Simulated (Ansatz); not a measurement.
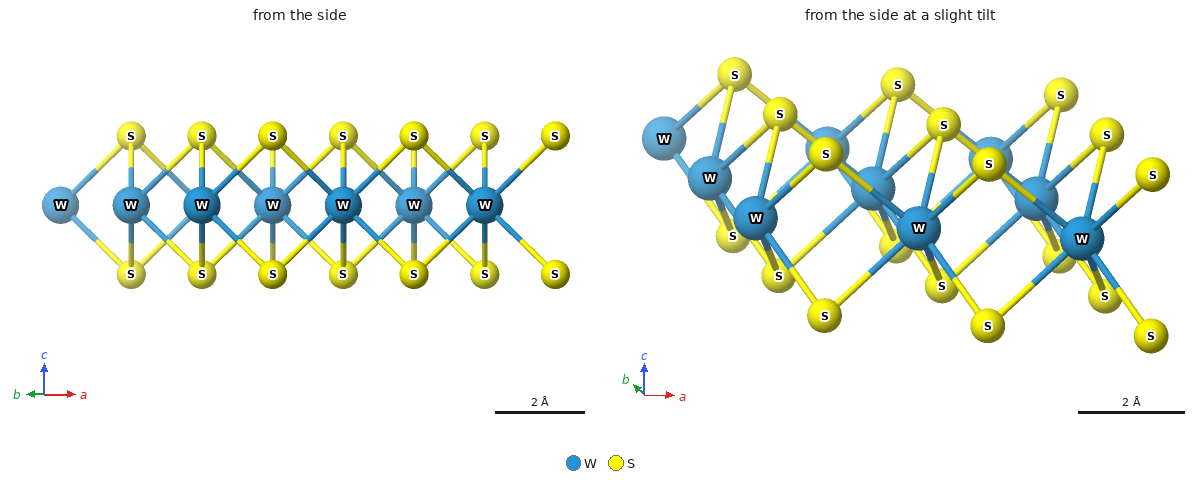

A ball-and-stick picture of a periodic sheet, seen from the side and from the side at a slight tilt. The surface normal points up in side views; the vacuum is left out. 3×3 cells are drawn in the plane, with atoms at the edges repeated.

The cell holds 1 W, 2 S.

Question: Give the termination of both faces.

Answer: The top face ends in S, the bottom face in S. The two faces are alike.

Question: What is the thickness of the slab?

Answer: About 3.1 Å from the lowest to the highest atom.

Question: How are the atomic planes stacked?

Answer: Three planes: S / W / S.

Question: Give the coordination of the atoms.

Answer: Each W atom is coordinated by six S in a trigonal prismatic arrangement at about 2.4 to 2.5 Å. Each S atom is coordinated by three W in a trigonal pyramidal arrangement at about 2.4 to 2.5 Å. Not all metal-metal contacts are counted. The bonds build WS2 layers parallel to the surface.

The structure was taken from a structure listed in the Materials Project. The cell was then strained or its atoms displaced on purpose. It went into a calculation with Ansatz.

At this level of theory the run's own cell isn't at rest (forces up to 0.7 eV/Å), so its distances can differ from those at equilibrium, the more so the softer the solid.
